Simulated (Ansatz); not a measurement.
Consider ZnS (slab).

```yaml
crystal:
  lattice:
    - [3.84887, 0.00000, 0.00000]
    - [0.00000, 3.84887, 0.00000]
    - [0.00000, 0.00000, 27.24704]
  atoms:
    - { symbol: S, position: [0.00000, 0.50000, 0.27526] }
    - { symbol: Zn, position: [0.50000, 0.50000, 0.32520] }
    - { symbol: S, position: [0.50000, 0.00000, 0.37514] }
    - { symbol: Zn, position: [0.00000, 0.00000, 0.42509] }
    - { symbol: S, position: [0.00000, 0.50000, 0.47503] }
    - { symbol: Zn, position: [0.50000, 0.50000, 0.52497] }
    - { symbol: S, position: [0.50000, 0.00000, 0.57491] }
    - { symbol: Zn, position: [0.00000, 0.00000, 0.62486] }
    - { symbol: S, position: [0.00000, 0.50000, 0.67480] }
    - { symbol: Zn, position: [0.50000, 0.50000, 0.72474] }
```

Not relaxed (largest force 0.6 eV/Å).

Computed with DFT PBE, scalar-relativistic, plane waves, PAW (Ansatz).

Q: What can the converged valence pseudo-density and electron localisation function tell about the bonding?

A: Zn–S (2.36 Å): ρ at the midpoint is about 0.5 e/Å³; the ELF peaks at about 0.90 in the valence shell of S, 0.8 Å from its nucleus, and is about 0.55 at the midpoint.

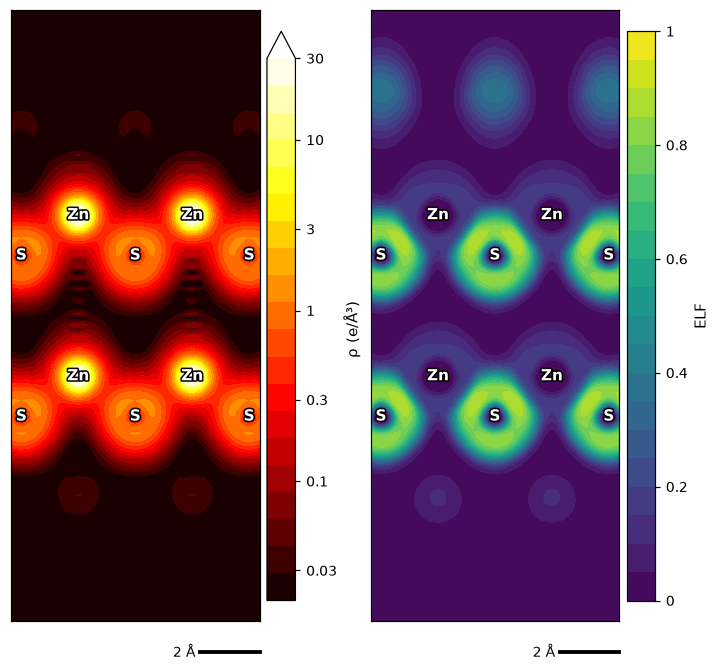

Computed valence pseudo-density and electron localisation function on the (010) plane of the calculation cell, a cut from vacuum to vacuum, in this order. 
